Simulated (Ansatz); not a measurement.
Input

```
crystal:
  lattice:
    - [1.4508649313, 0.8376572587, 9.1782338221]
    - [-1.4508649313, 0.8376572587, 9.1782338221]
    - [0.0, -1.6753145173, 9.1782338221]
  atoms:
    - { symbol: Al, position: [0.8714760024, 0.8714760024, 0.8714760024] }
    - { symbol: Al, position: [0.2906523172, 0.2906523172, 0.2906523172] }
    - { symbol: Al, position: [0.1285239976, 0.1285239976, 0.1285239976] }
    - { symbol: Al, position: [0.7093476828, 0.7093476828, 0.7093476828] }
    - { symbol: "N", position: [0.5814950084, 0.5814950084, 0.5814950084] }
    - { symbol: "N", position: [0.4185049916, 0.4185049916, 0.4185049916] }
    - { symbol: "N", position: [0.0, 0.0, 0.0] }
basis:
  ecutwfc: 420
kpoints:
  mp_grid: { grid: [12, 12, 12] }
  band_path:
    path:
      - [[0.0, 0.0, 0.0], [0.5, 0.5, 0.5], [0.82778039, 0.17221961, 0.5]]
      - [[0.5, -0.17221961, 0.17221961], [0.5, 0.0, 0.0], [0.0, 0.0, 0.0], [0.3361098, -0.3361098, 0.0]]
      - [[0.6638902, 0.0, 0.3361098], [0.5, 0.0, 0.5], [0.0, 0.0, 0.0]]
    npoints: 14
hamiltonian:
  xc: pbe
scf:
  occupations: { method: gaussian, width: 0.1 }
  n_extra_bands: 17
output:
  forces: true
  stress: true
  eigenvalues: true
  populations: true
  dos: { projected: true, de: 0.02, nscf_kmesh: { grid: [15, 15, 15] } }
  bader: true
  write_density: true
  write_potential: true
  elf: true
  volumetric_format: npy
```

Run with:

```sh
ansatz run input.yaml --threads 1 --pin off --max-ram 2560MiB --backend cpu --events-out ev --progress --plain --runs-dir out
```

Below, planes, directions and counts refer to the conventional cell (a = 2.90 Å, b = 2.90 Å, c = 27.53 Å, α = 90.00°, β = 90.00°, γ = 120.00°).

Space group R-3m; a generated structure, not necessarily the stable one; computed without spin polarisation.

Level of theory: DFT PBE, scalar-relativistic, plane waves, PAW (Ansatz 0.2.0).

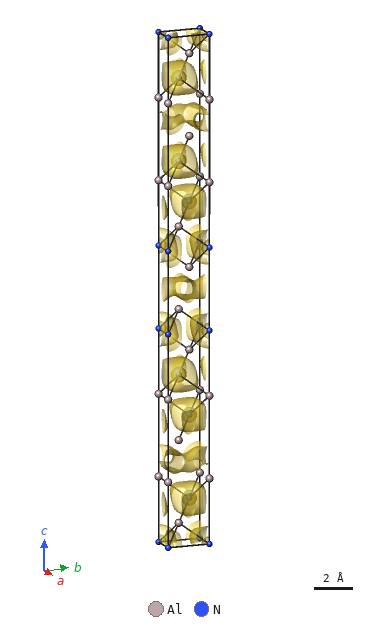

Al₄N₃. Isosurface of the electron localisation function at 0.65 (yellow), seen slightly off an axis. Core shells and regions of very low density are left out. Sticks mark near contacts.

Core electrons are frozen (PAW), and the valence fields are smoothed inside the atomic spheres.

Question: Where are the electrons localised?

Answer: At this value the surface marks out nine regions on N in which the atom's valence shell and bonds are merged and sheets that run through the cell in two directions, counted in one cell of 21 atoms. Any copies at cell faces, edges or corners count once. Profiles from the grid: Al–N (2.04 Å): the ELF peaks at about 0.85 in the valence shell of N, 0.7 Å from its nucleus, and is about 0.80 at the midpoint.

Question: Does the calculation make it a metal, or give it a gap?

Answer: It is gapless in this calculation (a metal or semimetal).
